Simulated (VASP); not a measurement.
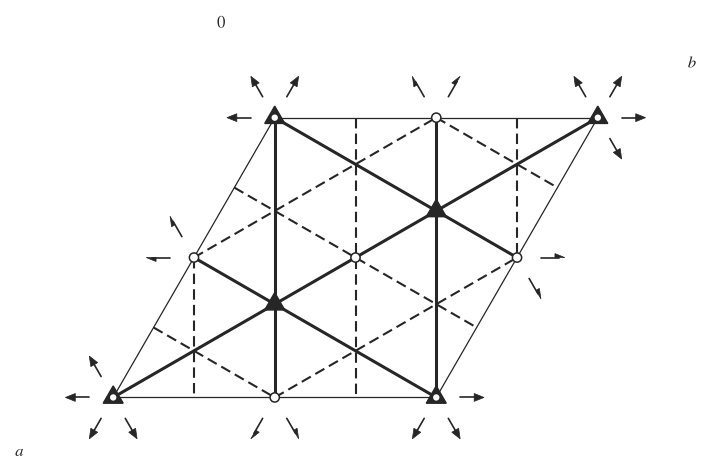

Symmetry elements of a space group, projected down c, computed from the operations of a computed or model structure of composition PtS2.

Symbols follow the International Tables: origin at the upper left, the third axis towards the viewer; heavy, dashed, dotted, dash-dotted and dash-dot-dot lines are mirror, in-plane glide, out-of-plane glide, diagonal (n; with arrows d) and double (e) glide planes seen edge on; arrows at the rim are 2 (full head) and 2₁ (half head) axes in the plane; the corner sign is a plane parallel to the page; fractions are heights. Handed screw axes carry their printed symbol instead of tails.

> Identify the space group.

P-3m1, No. 164; primitive trigonal (hexagonal lattice), point group -3m, 12 general positions a cell.

> List the elements shown.

−3 axes along c at (0, 0); 3 axes along c at (1/3, 2/3), (2/3, 1/3); inversion centres at (0, 0), (0, 1/2), (1/2, 0), (1/2, 1/2); mirror planes holding c and [1 2 0] or [2 1 0] or [−1 1 0]; in-plane glide planes holding c and [1 2 0] or [2 1 0] or [−1 1 0]; 2 axes along [1 1 0] at height 0; 2 axes along a at height 0; 2 axes along b at height 0; 2₁ axes along [1 1 0] at height 0; 2₁ axes along a at height 0; 2₁ axes along b at height 0. Heights repeat every half period; positions are (a, b) fractions, modulo 1.

> Write the general positions (in any order).

x, y, z; −x, −y, −z; −y, x−y, z; y, −x+y, −z; −x+y, −x, z; x−y, x, −z; y, x, −z; −y, −x, z; x−y, −y, −z; −x+y, y, z; −x, −x+y, −z; x, x−y, z
